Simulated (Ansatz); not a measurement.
# Run report: Ti9Al8, nudged elastic band (part 1 of 2)

- system: Ti9Al8 (defect cell, 17 atoms in the cell)
- method: DFT PBE, scalar-relativistic, plane waves, PAW, no spin polarisation (Ansatz 0.2.0)

The structure derives from a Materials Project entry. It belongs to a series of runs on one base structure; here: climbing-image band for the jump of Ti by 1.56 A. Figures and captions count atoms from 1; the log counts them from 0 in places.

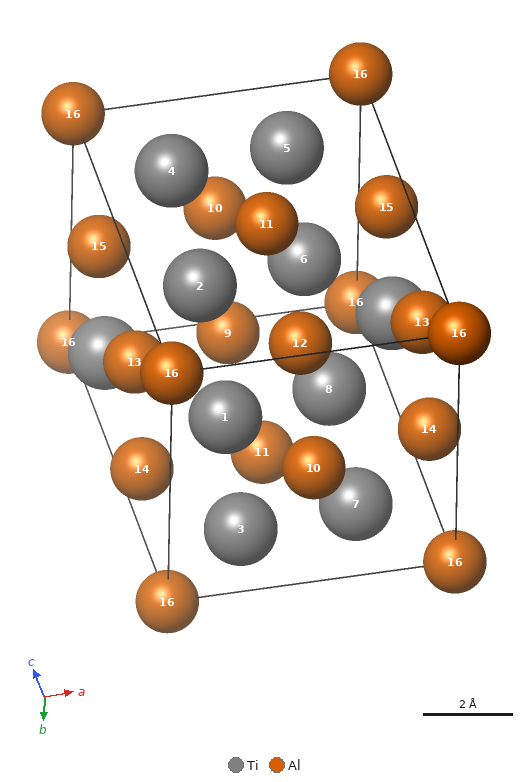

Fig. 1: The starting structure (spheres-only view of the cell of the calculation, seen at an oblique angle; atoms are numbered from 1 in the order of the input).

**The input**
```yaml
crystal:
  lattice:
    - [5.6432814777, 0.0, 4.0782742132]
    - [0.0, -5.6432814777, -4.0782742132]
    - [0.0, 5.6432814777, -4.0782742132]
  atoms:
    - { symbol: Ti, position: [0.2697479978, 0.4954417267, 0.2256625247] }
    - { symbol: Ti, position: [0.2697663047, 0.2256816606, 0.4954312053] }
    - { symbol: Ti, position: [0.2655769988, 0.7796686712, 0.045188349] }
    - { symbol: Ti, position: [0.26553342, 0.0451669589, 0.7796200521] }
    - { symbol: Ti, position: [0.7302439609, 0.2256539084, -0.0440769751] }
    - { symbol: Ti, position: [0.7344861819, 0.5140676525, 0.7796327147] }
    - { symbol: Ti, position: [0.7302704325, -0.0440642955, 0.2256983082] }
    - { symbol: Ti, position: [0.7344374333, 0.7795789426, 0.5140504704] }
    - { symbol: Al, position: [0.4558043323, 0.73059942, 0.7306131176] }
    - { symbol: Al, position: [0.5000011681, 0.5000031054, -6.4748e-06] }
    - { symbol: Al, position: [0.5000052143, -3.1054e-06, 0.5000064748] }
    - { symbol: Al, position: [0.5442388689, 0.2748256057, 0.2748120719] }
    - { symbol: Al, position: [2.21504e-05, 0.3635144241, 0.3635068741] }
    - { symbol: Al, position: [-1.1681e-06, 0.730590665, 0.2748131278] }
    - { symbol: Al, position: [-5.4115e-06, 0.2748037201, 0.7305986477] }
    - { symbol: Al, position: [-2.2808e-06, 0.0048731796, 0.0048734092] }
    - { symbol: Ti, position: [6.3495e-06, 0.6542363439, 0.6542537134] }
basis:
  ecutwfc: 420
  xc_grid: 2
kpoints:
  mp_grid: { grid: [4, 4, 4], shift: [0.5, 0.5, 0.5] }
hamiltonian:
  xc: pbe
scf:
  occupations: { method: gaussian, width: 0.1 }
output:
  forces: true
neb:
  images: 5
  f_tol: 0.05
  max_iterations: 70
  order_check: false
  final_atoms:
    - { symbol: Ti, position: [0.2697295675, 0.5440642955, 0.2743016918] }
    - { symbol: Ti, position: [0.2697560391, 0.2743460916, 0.5440769751] }
    - { symbol: Ti, position: [0.2655625667, 0.7204210574, -0.0140504704] }
    - { symbol: Ti, position: [0.2655138181, -0.0140676525, 0.7203672853] }
    - { symbol: Ti, position: [0.7302336953, 0.2743183394, 0.0045687947] }
    - { symbol: Ti, position: [0.73446658, 0.4548330411, 0.7203799479] }
    - { symbol: Ti, position: [0.7302520022, 0.0045582733, 0.2743374753] }
    - { symbol: Ti, position: [0.7344230012, 0.7203313288, 0.454811651] }
    - { symbol: Al, position: [0.5441956677, 0.76940058, 0.7693868824] }
    - { symbol: Al, position: [0.4999947857, 0.5000031054, -6.4748e-06] }
    - { symbol: Al, position: [0.4999988319, -3.1054e-06, 0.5000064748] }
    - { symbol: Al, position: [0.4557611311, 0.2251743943, 0.2251879281] }
    - { symbol: Al, position: [2.2808e-06, 0.4951268204, 0.4951265908] }
    - { symbol: Al, position: [1.1681e-06, 0.769409335, 0.2251868722] }
    - { symbol: Al, position: [5.4115e-06, 0.2251962799, 0.7694013523] }
    - { symbol: Al, position: [-2.21504e-05, 0.1364855759, 0.1364931259] }
    - { symbol: Ti, position: [-6.3495e-06, 0.8457636561, 0.8457462866] }
```

Launch command:
```bash
ansatz run input.yaml --threads 4 --pin off --max-ram 10240MiB --backend cpu --events-out ev --progress --plain --runs-dir out
```

**Log**
```
Warning: neb: disabling space-group detection — the band's intermediate images generally break the endpoint symmetry, so no spatial operation reduces the k-mesh or symmetrises the density, except that a semilocal band can use its path's symmetry ahead of convergence; time reversal is kept, so that k and −k are solved as one point where they differ and the mesh holds both, and exact exchange and, on two spinor components, a DFT+U term hold to it where the run has them: on two components no moment then forms, and a state that bears one, which a typed moment (crystal.atoms[].spin; refused beside efield: under a hybrid functional) reaches, can lie lower, under hf by electronvolts; crystal.symmetry.detect: false (a key that needs symmetry detection or time reversal refuses this as the deck is read) with time_reversal: false beside it drops time reversal too
Engine: ansatz 0.2.0, x86_64-unknown-linux-gnu
Pseudopotentials: kind: paw
Pseudopotential: Ti, paw, valence charge 12, recommended cutoff 420 eV (normal), Ti.paw.azcp
Pseudopotential: Al, paw, valence charge 3, recommended cutoff 420 eV (normal), Al.paw.azcp
Functional definition: PBE
  parameter kappa = 0.804
  parameter beta = 0.06672455060314922
  exchange = pbe_x(kappa = kappa, mu = beta*pi^2/3)
  correlation = pbe_c(beta = beta)
parallel-image band execution: 4 concurrent image workers
NEB image 0
Crystal: 17 atoms, lattice volume = 259.759 Å³
Basis set: ecut = 420 eV, 5097 PW (Γ), exchange–correlation on 96×96×96 points (8 copies of the dense FFT grid, shifted against one another)
Bands: 83, of which v1, the nominal top of the filled ones, is band 66 counted from 1 (65 counted from 0)
Symmetry: 1 space group operations
k-points: 32 of 64 (time reversal used)
Non-local potential: Ti, projectors of the file, l = 0: 3, l = 1: 2, l = 2: 3, l = 3: 1
Non-local potential: Al, projectors of the file, l = 0: 2, l = 1: 2, l = 2: 1
PAW form: soft (Blöchl's): semilocal exchange-correlation on the pseudo side does not see the compensation charge
PAW one-centre angular grid: Ti, 590 points (default); XC on 64 Gauss nodes
PAW one-centre angular grid: Al, 110 points (default); XC on 64 Gauss nodes
Initial density: superposition of atomic densities (neutral atoms: chi_scale 0, normalization atom), corrected by the library's trained network
Initial wavefunctions: pseudopotential atomic-orbital guess
Functional: x = pbe(κ = 0.804, μ = 0.2195149727645171), c = pbe(β = 0.06672455060314922)
SCF iter   1: F=—  HF=-26798.588494 eV  |F-HF|=—  |Δ(HF+E_count)|=         —  Δρ=1.03e-2  dr2=4.27e-1  ethr=1.77e-3  ⟨swp⟩=5.6  Hψ=11204  notcnv=0
preconditioner: auto → Kerker (q_TF=auto, 2.437 Å⁻¹)  [metal: Δε(μ)=0.024 eV  Ē_g=3.950 eV  σ=0.100 eV  W_gap=0.13  n_scr=54 (ndim 8)  ℏωp=17.8 eV  f_vac=0.000  D(μ)=13.43/eV (n_scr^D=134)]
SCF iter   2: F=—  HF=-26798.543794 eV  |F-HF|=—  |Δ(HF+E_count)|=   4.47e-2  Δρ=3.98e-3  dr2=6.35e-2  ethr=3.23e-4  ⟨swp⟩=1.3  Hψ=3084  notcnv=0  defer=1
SCF iter   3: F=—  HF=-26798.535693 eV  |F-HF|=—  |Δ(HF+E_count)|=   8.10e-3  Δρ=1.01e-3  dr2=3.79e-3  ethr=4.81e-5  ⟨swp⟩=2.0  Hψ=2917  notcnv=0  defer=1
SCF iter   4: F=—  HF=-26798.535228 eV  |F-HF|=—  |Δ(HF+E_count)|=   4.65e-4  Δρ=2.11e-4  dr2=1.41e-4  ethr=2.87e-6  ⟨swp⟩=2.0  Hψ=3361  notcnv=0  defer=1
SCF iter   5: F=—  HF=-26798.535199 eV  |F-HF|=—  |Δ(HF+E_count)|=   2.93e-5  Δρ=6.93e-5  dr2=1.60e-5  ethr=1.07e-7  ⟨swp⟩=2.0  Hψ=3880  notcnv=0  defer=1
SCF iter   6: F=—  HF=-26798.535259 eV  |F-HF|=—  |Δ(HF+E_count)|=   6.04e-5  Δρ=1.94e-5  dr2=1.11e-6  ethr=1.21e-8  ⟨swp⟩=2.2  Hψ=3863  notcnv=0  defer=30
SCF iter   7: F=-26798.535259 eV  HF=-26798.535259 eV  |F-HF|=4.91e-8  |Δ(HF+E_count)|=   2.43e-7  Δρ=4.53e-6  dr2=6.74e-8  ethr=7.58e-11  ⟨swp⟩=4.1  Hψ=8042  notcnv=0
SCF 1 converged in 7 iterations: F = -26798.535259 eV  dr2 = 6.74e-8
  greatest PAW one-centre occupation: 0.999 electrons in one spin orbital (limit 2), on the Ti atom at site 3 (counted from 0), in its partial waves of l = 0
NSCF: frozen V_eff on 32 k-points
NEB image 6
SCF iter   1: F=—  HF=-26798.588466 eV  |F-HF|=—  |Δ(HF+E_count)|=         —  Δρ=1.03e-2  dr2=4.27e-1  ethr=1.77e-3  ⟨swp⟩=5.6  Hψ=11208  notcnv=0
SCF iter   2: F=—  HF=-26798.543792 eV  |F-HF|=—  |Δ(HF+E_count)|=   4.47e-2  Δρ=3.97e-3  dr2=6.34e-2  ethr=3.23e-4  ⟨swp⟩=1.4  Hψ=3085  notcnv=0  defer=1
SCF iter   3: F=—  HF=-26798.535696 eV  |F-HF|=—  |Δ(HF+E_count)|=   8.10e-3  Δρ=1.01e-3  dr2=3.80e-3  ethr=4.80e-5  ⟨swp⟩=2.0  Hψ=2917  notcnv=0  defer=1
SCF iter   4: F=—  HF=-26798.535230 eV  |F-HF|=—  |Δ(HF+E_count)|=   4.66e-4  Δρ=2.11e-4  dr2=1.41e-4  ethr=2.88e-6  ⟨swp⟩=2.0  Hψ=3361  notcnv=0  defer=1
SCF iter   5: F=—  HF=-26798.535201 eV  |F-HF|=—  |Δ(HF+E_count)|=   2.88e-5  Δρ=6.94e-5  dr2=1.60e-5  ethr=1.07e-7  ⟨swp⟩=2.0  Hψ=3905  notcnv=0  defer=1
SCF iter   6: F=—  HF=-26798.535259 eV  |F-HF|=—  |Δ(HF+E_count)|=   5.81e-5  Δρ=1.95e-5  dr2=1.12e-6  ethr=1.21e-8  ⟨swp⟩=2.1  Hψ=3803  notcnv=0  defer=31
SCF iter   7: F=-26798.535259 eV  HF=-26798.535259 eV  |F-HF|=4.85e-8  |Δ(HF+E_count)|=   2.44e-7  Δρ=4.52e-6  dr2=6.68e-8  ethr=7.58e-11  ⟨swp⟩=4.1  Hψ=8042  notcnv=0
SCF 2 converged in 7 iterations: F = -26798.535259 eV  dr2 = 6.68e-8
[... from here on the iterations of each SCF are left out, up to the last one ...]
NSCF: frozen V_eff on 32 k-points
NEB end point (image 0): max|allowed force component| = 1.700e-2 eV/Å (the criterion of neb.relax_end_points is 1.000e-2)
NEB end point (image 6): max|allowed force component| = 1.701e-2 eV/Å (the criterion of neb.relax_end_points is 1.000e-2)
NEB image 1
preconditioner: auto → Kerker (q_TF=auto, 2.437 Å⁻¹)  [metal: Δε(μ)=0.028 eV  Ē_g=3.987 eV  σ=0.100 eV  W_gap=0.15  n_scr=54 (ndim 8)  ℏωp=17.8 eV  f_vac=0.000  D(μ)=14.95/eV (n_scr^D=140)]
SCF 3 converged in 8 iterations: F = -26797.973033 eV  dr2 = 6.98e-9
NEB image 2
preconditioner: auto → Kerker (q_TF=auto, 2.437 Å⁻¹)  [metal: Δε(μ)=0.040 eV  Ē_g=4.003 eV  σ=0.100 eV  W_gap=0.22  n_scr=54 (ndim 8)  ℏωp=17.8 eV  f_vac=0.000  D(μ)=15.02/eV (n_scr^D=140)]
SCF 4 converged in 8 iterations: F = -26796.922620 eV  dr2 = 9.43e-9
NEB image 3
preconditioner: auto → Kerker (q_TF=auto, 2.437 Å⁻¹)  [metal: Δε(μ)=0.026 eV  Ē_g=4.008 eV  σ=0.100 eV  W_gap=0.14  n_scr=54 (ndim 8)  ℏωp=17.8 eV  f_vac=0.000  D(μ)=14.22/eV (n_scr^D=136)]
SCF 5 converged in 8 iterations: F = -26796.478428 eV  dr2 = 2.52e-8
NEB image 4
SCF 6 converged in 8 iterations: F = -26796.922620 eV  dr2 = 9.35e-9
NEB image 5
SCF 7 converged in 8 iterations: F = -26797.973033 eV  dr2 = 7.08e-9
NEB iter   1: max|band force component| = 1.667e0 eV/Å  barrier→ = 2.0568 eV  barrier← = 2.0568 eV  Δτ_max = 0.1858 Å  (54 SCF iters)
NEB image 1
Initial density: handed on by an earlier stage of this run
Initial wavefunctions: those handed on with the density
preconditioner: auto → Kerker (q_TF=auto, 2.437 Å⁻¹)  [metal: Δε(μ)=0.040 eV  Ē_g=3.998 eV  σ=0.100 eV  W_gap=0.22  n_scr=54 (ndim 8)  ℏωp=17.8 eV  f_vac=0.000  D(μ)=14.53/eV (n_scr^D=140)]
SCF 8 converged in 7 iterations: F = -26798.188738 eV  dr2 = 2.82e-8
NEB image 2
preconditioner: auto → Kerker (q_TF=auto, 2.437 Å⁻¹)  [metal: Δε(μ)=0.003 eV  Ē_g=4.018 eV  σ=0.100 eV  W_gap=0.02  n_scr=54 (ndim 8)  ℏωp=17.8 eV  f_vac=0.000  D(μ)=16.45/eV (n_scr^D=176)]
SCF 9 converged in 7 iterations: F = -26797.383980 eV  dr2 = 3.39e-8
NEB image 3
preconditioner: auto → Kerker (q_TF=auto, 2.437 Å⁻¹)  [metal: Δε(μ)=0.053 eV  Ē_g=4.021 eV  σ=0.100 eV  W_gap=0.29  n_scr=54 (ndim 8)  ℏωp=17.8 eV  f_vac=0.000  D(μ)=14.20/eV (n_scr^D=136)]
SCF 10 converged in 7 iterations: F = -26796.980889 eV  dr2 = 6.85e-8
NEB image 4
SCF 11 converged in 7 iterations: F = -26797.383981 eV  dr2 = 3.24e-8
NEB image 5
SCF 12 converged in 7 iterations: F = -26798.188738 eV  dr2 = 2.81e-8
NEB iter   2: max|band force component| = 7.407e-1 eV/Å  barrier→ = 1.5544 eV  barrier← = 1.5544 eV  Δτ_max = 0.0595 Å  (35 SCF iters)
[... from here on the SCF iterations and repeated set-up lines of each step are left out, up to the last step ...]
NEB image 1
SCF 13 converged in 7 iterations: F = -26798.243404 eV  dr2 = 1.57e-8
NEB image 2
SCF 14 converged in 7 iterations: F = -26797.455114 eV  dr2 = 2.32e-8
NEB image 3
SCF 15 converged in 7 iterations: F = -26797.019921 eV  dr2 = 2.34e-8
NEB image 4
SCF 16 converged in 7 iterations: F = -26797.455114 eV  dr2 = 2.31e-8
NEB image 5
SCF 17 converged in 7 iterations: F = -26798.243404 eV  dr2 = 1.56e-8
NEB iter   3: max|band force component| = 3.792e-1 eV/Å  barrier→ = 1.5153 eV  barrier← = 1.5153 eV  CI = image 3  Δτ_max = 0.0161 Å  (35 SCF iters)
NEB image 1
SCF 18 converged in 6 iterations: F = -26798.242068 eV  dr2 = 1.43e-8
NEB image 2
SCF 19 converged in 6 iterations: F = -26797.454460 eV  dr2 = 4.91e-8
NEB image 3
SCF 20 converged in 6 iterations: F = -26797.021409 eV  dr2 = 7.38e-8
NEB image 4
SCF 21 converged in 6 iterations: F = -26797.454460 eV  dr2 = 4.92e-8
NEB image 5
SCF 22 converged in 6 iterations: F = -26798.242068 eV  dr2 = 1.42e-8
NEB iter   4: max|band force component| = 7.361e-2 eV/Å  barrier→ = 1.5139 eV  barrier← = 1.5139 eV  CI = image 3  Δτ_max = 0.0062 Å  (30 SCF iters)
NEB image 1
preconditioner: auto → Kerker (q_TF=auto, 2.437 Å⁻¹)  [metal: Δε(μ)=0.053 eV  Ē_g=3.967 eV  σ=0.100 eV  W_gap=0.28  n_scr=54 (ndim 8)  ℏωp=17.8 eV  f_vac=0.000  D(μ)=15.08/eV (n_scr^D=140)]
SCF 23 converged in 6 iterations: F = -26798.242048 eV  dr2 = 2.00e-9
NEB image 2
preconditioner: auto → Kerker (q_TF=auto, 2.437 Å⁻¹)  [metal: Δε(μ)=0.015 eV  Ē_g=3.978 eV  σ=0.100 eV  W_gap=0.08  n_scr=54 (ndim 8)  ℏωp=17.8 eV  f_vac=0.000  D(μ)=16.58/eV (n_scr^D=176)]
SCF 24 converged in 6 iterations: F = -26797.454342 eV  dr2 = 7.50e-9
NEB image 3
preconditioner: auto → Kerker (q_TF=auto, 2.437 Å⁻¹)  [metal: Δε(μ)=0.014 eV  Ē_g=3.968 eV  σ=0.100 eV  W_gap=0.08  n_scr=54 (ndim 8)  ℏωp=17.8 eV  f_vac=0.000  D(μ)=16.29/eV (n_scr^D=176)]
SCF 25 converged in 6 iterations: F = -26797.022538 eV  dr2 = 1.22e-8
NEB image 4
SCF 26 converged in 6 iterations: F = -26797.454342 eV  dr2 = 7.51e-9
NEB image 5
iter 1 solved again at ethr=3.12e-6 eV; its pass at ethr=3.10e-3 eV (dr2=4.12e-3 eV) is discarded
SCF iter   1: F=—  HF=-26798.242390 eV  |F-HF|=—  |Δ(HF+E_count)|=         —  Δρ=6.64e-4  dr2=4.15e-3  ethr=3.12e-6  ⟨swp⟩=1.0  Hψ=9629  notcnv=0
SCF iter   2: F=—  HF=-26798.242175 eV  |F-HF|=—  |Δ(HF+E_count)|=   2.15e-4  Δρ=2.92e-4  dr2=8.91e-4  ethr=3.12e-6  ⟨swp⟩=1.0  Hψ=2656  notcnv=0
SCF iter   3: F=—  HF=-26798.242102 eV  |F-HF|=—  |Δ(HF+E_count)|=   7.27e-5  Δρ=4.77e-5  dr2=1.43e-5  ethr=6.75e-7  ⟨swp⟩=1.5  Hψ=2673  notcnv=0
SCF iter   4: F=—  HF=-26798.242048 eV  |F-HF|=—  |Δ(HF+E_count)|=   5.40e-5  Δρ=9.30e-6  dr2=3.90e-7  ethr=1.08e-8  ⟨swp⟩=2.0  Hψ=3594  notcnv=0
iter 5 did not close the SCF: its close was put off for the readings that it lacked (scf_convergence_deferred on its scf_iter line)
SCF iter   5: F=-26798.242048 eV  HF=-26798.242048 eV  |F-HF|=2.34e-8  |Δ(HF+E_count)|=   4.84e-8  Δρ=2.81e-6  dr2=3.34e-8  ethr=2.96e-10  ⟨swp⟩=2.0  Hψ=3444  notcnv=0
SCF iter   6: F=-26798.242048 eV  HF=-26798.242048 eV  |F-HF|=1.50e-9  |Δ(HF+E_count)|=   4.14e-9  Δρ=8.15e-7  dr2=1.98e-9  ethr=2.53e-11  ⟨swp⟩=2.0  Hψ=7546  notcnv=0
SCF 27 converged in 6 iterations: F = -26798.242048 eV  dr2 = 1.98e-9
NEB image 1
NSCF: frozen V_eff on 32 k-points
NEB image 2
NSCF: frozen V_eff on 32 k-points
NEB image 4
NSCF: frozen V_eff on 32 k-points
NEB image 5
NSCF: frozen V_eff on 32 k-points
NEB image 3
NSCF: frozen V_eff on 32 k-points
the band table was solved once a step of the walk had ended and its energy, with any forces and stress, was formed, with the checks that follow a solve (10401 applications of the Hamiltonian). They found nothing against the state; the energy, forces and stress were not computed again (output.eigenvalues in the input reference)
NEB iter   5: max|band force component| = 1.727e-2 eV/Å  barrier→ = 1.5127 eV  barrier← = 1.5127 eV  CI = image 3  Δτ_max = 0.0000 Å  (30 SCF iters)
```

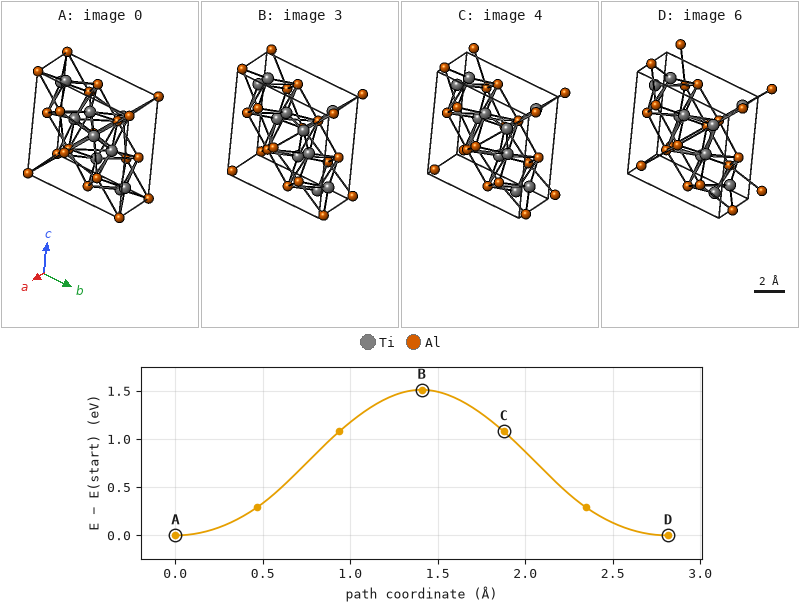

Fig. 2: Images of the last band (counted from 0; ball-and-stick, simulation cell, seen slightly off an axis) above the energy along the path; the line is a cubic interpolation that uses the forces. The highest image is number 3, 1.513 eV above the start and 1.513 eV above the end (the climbing image); start and end have the same energy. The path is 2.81 Å long, and Ti17 moves most (1.56 Å). The band converged in 5 iterations.

```
SCF converged after 6 iterations
Free energy (F): -26797.022538 eV
Harris-Foulkes:  -26797.022538 eV  (|F-HF|=1.03e-8)
Internal energy: -26796.941597 eV  (E = F + TS)
E sigma→0 (E₀):  -26796.982068 eV
Entropy (-TS):   -0.080941 eV (-4.761 meV/atom)
Fermi energy:    12.047939 eV
--- Per-component energies (eV) ---
  E_band       = -1353.439761
  E_kinetic    = 2688.100204
  E_local      = -9989.728578  (includes V_loc(G=0)·N_el)
  E_nonlocal   = 174.440345
  E_hartree    = 4357.435897
  E_xc         = -1210.202462
  E_vxc        = -1349.518135  (∫ρ·V_xc dr)
  E_paw        = -13183.620023  (= ΣΔE_a)
  E_vpaw       = -1591.615627  (= ΣTr[D̂ρ^β])
  E_aug_tail   = 0.001089  (compensation charges beyond the density's cutoff)
  E_ewald      = -9633.368069
  E_smearing   = -0.080941  (= −TS)
  E_closure    = 0.000000  (closes the sum)
  Σ components = -26797.022538   (vs F -26797.022538, Δ=0.00e0)
--- Forces (eV/Å), atoms counted from 1 ---
  atom   1  Ti    -0.00245849     0.00246846    -0.00001572
  atom   2  Ti    -0.00246973    -0.00245347    -0.00003205
  atom   3  Ti    -0.00139795    -0.00134340     0.00003216
  atom   4  Ti    -0.00131679     0.00137080     0.00001730
  atom   5  Ti     0.00246943     0.00245378     0.00003231
  atom   6  Ti     0.00131733    -0.00137070    -0.00001736
  atom   7  Ti     0.00245829    -0.00246865     0.00001616
  atom   8  Ti     0.00139813     0.00134329    -0.00003202
  atom   9  Al     0.00000017    -0.00000005    -0.00000026
  atom  10  Al     0.00000315     0.00001325     0.00001515
  atom  11  Al    -0.00000301    -0.00001316    -0.00001537
  atom  12  Al     0.00000003    -0.00000011     0.00000018
  atom  13  Al    -0.00000184    -0.00000036    -0.00292554
  atom  14  Al    -0.00000010    -0.00000013     0.00000008
  atom  15  Al     0.00000002     0.00000003    -0.00000021
  atom  16  Al     0.00000168     0.00000047     0.00292556
  atom  17  Ti    -0.00000024     0.00000004    -0.00000022
  max |Σ_I F_I| component: 1.55e-7 eV/Å
--- Band table (eV; the first three rows and the last of 32) ---
```
